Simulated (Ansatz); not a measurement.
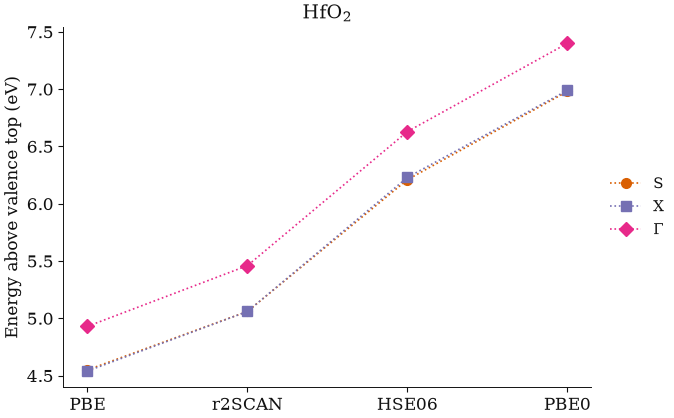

Lowest conduction level at each named k point, counted from the valence-band top at Γ, by several methods on one cell of HfO$_{2}$, space group Pca2_1 (No. 29), 12 atoms in the cell, relaxed with r2SCAN; a = 5.25 Å, b = 5.03 Å, c = 5.06 Å, α = 90.00°, β = 90.00°, γ = 90.00°. All runs are without spin-orbit coupling and carry no moments. In reduced coordinates of the cell that was run, S is (0, 0.5, 0.5) and X is (0, 0.5, 0). The cell is at 6 GPa in PBE. The smallest gap lies off these points.

Does HSE06 shift these levels rigidly from PBE?

Answer. The shifts are +1.66 eV at S, +1.69 eV at X and +1.70 eV at Γ, and at points that aren't plotted +1.69 eV (Y), +1.74 eV (Z), +1.72 eV (T), +1.65 eV (U) and +1.68 eV (R): over the named points that both runs hold, a spread of 0.09 eV on a mean of 1.69 eV, so one shift describes them well.

How do the methods rank at S?

Answer. From low to high: PBE 4.55, r2SCAN 5.06, HSE06 6.21, PBE0 6.98 eV.

```
method  program  S (eV)  X (eV)  Γ (eV)
   PBE   Ansatz    4.55    4.54    4.93
r2SCAN   Ansatz    5.06    5.06    5.46
 HSE06   Ansatz    6.21    6.23    6.63
  PBE0   Ansatz    6.98    6.99    7.40
```

Settings. PBE: Ansatz PAW set, 6×6×6 k mesh, 420 eV cutoff, Fermi-Dirac smearing of 0.02 eV (Ansatz 0.2.0). r2SCAN: Ansatz PAW set, 6×6×6 k mesh, 500 eV cutoff, fixed occupations (Ansatz). HSE06: Ansatz PAW set, 4×4×4 k mesh, 420 eV cutoff, fixed occupations (Ansatz 0.2.0). PBE0: Ansatz PAW set, 4×4×4 k mesh, 420 eV cutoff, fixed occupations (Ansatz 0.2.0).

Spin-orbit coupling is left out, which matters for Hf. The usual form of HfO2 is monoclinic. r2SCAN, HSE06 and PBE0: the PAW data sets were made with another functional. LDA, GGA and most meta-GGA functionals understate gaps. Over all k points computed the smallest gap is 4.44 eV in PBE, 4.94 eV in r2SCAN, 6.08 eV in HSE06 and 6.85 eV in PBE0, from the valence top at Γ to the conduction bottom at a point off the named ones. In reduced coordinates of the cell that was run, Y is (0, 0, 0.5), Z is (0.5, 0, 0), T is (0.5, 0, 0.5), U is (0.5, 0.5, 0) and R is (0.5, 0.5, 0.5).
